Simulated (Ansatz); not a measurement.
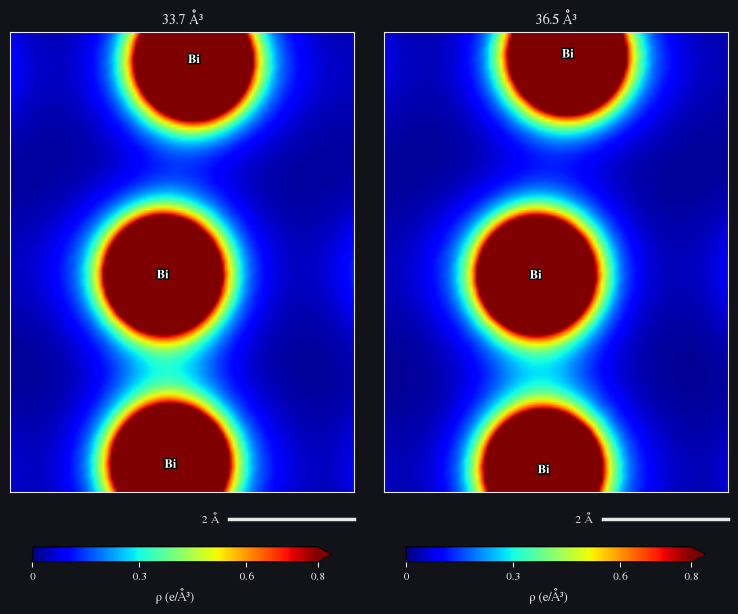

Bi. The valence pseudo-density of cells scaled evenly to different volumes (given per atom above each panel), on the (11̄0) plane of each (indices in the axes of the cell below), at one length scale and on one colour scale.

All numbers below come from Kohn-Sham DFT of a periodic cell, r2SCAN, Ansatz PAW in Ansatz 0.2.0.

The density is the valence pseudo-density of a PAW calculation; it isn't the true density close to the nuclei.

The largest cell:

```xyz
2
Lattice="2.2973 1.3264 3.9898 -2.2973 1.3264 3.9898 0.0000 -2.6527 3.9898" Properties=species:S:1:pos:R:3 pbc="T T T"
Bi    0.0000    0.0000    9.1686
Bi    0.0000    0.0000    2.8009
```

| volume (Å³/atom) | Bi–Bi contact in the plane (Å) | ρ at its midpoint (e/Å³) | pressure (GPa) | gap on the mesh (eV) | 
| --- | --- | --- | --- | --- |
| 33.67 | 3.022 | 0.312 | 3.6 | 0.32 | 
| 34.37 | 3.043 | ? | ? | ? | 
| 36.47 | 3.104 | 0.279 | −0.7 | 0.27 | 

Question: Estimate the missing row, and compare with the calculation.

Answer: Over the known rows ln ρ falls by 1.36 per Å of Bi–Bi distance (the line through the two), which gives 0.303 e/Å³ at 3.043 Å; the calculation gives 0.304 e/Å³. For the pressure, a straight line in volume between the neighbouring rows gives 2.5 GPa; the calculation gives 2.3. For the gap on the mesh, a straight line in volume between the neighbouring rows gives 0.31 eV; the calculation gives 0.30.
